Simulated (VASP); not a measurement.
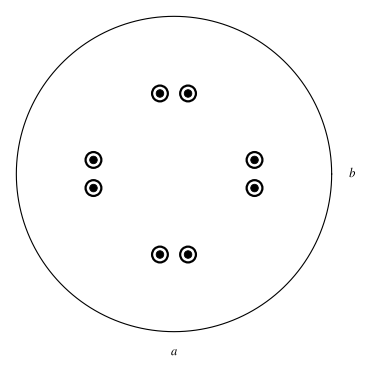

Stereographic projection: filled dots lie in the upper hemisphere, open rings in the lower. The c axis points at the viewer. The poles are all faces of one general form. Computed from the symmetry operations of a computed or model structure of composition Al3Cu.

Name the crystal class.

Answer. 4/mmm (D4h), order 16, tetragonal system: one fourfold axis, four twofold axes, five mirror planes, an inversion centre.

Which physical properties does it allow?

Answer. It is centrosymmetric, so neither piezoelectric nor pyroelectric; it is not chiral.
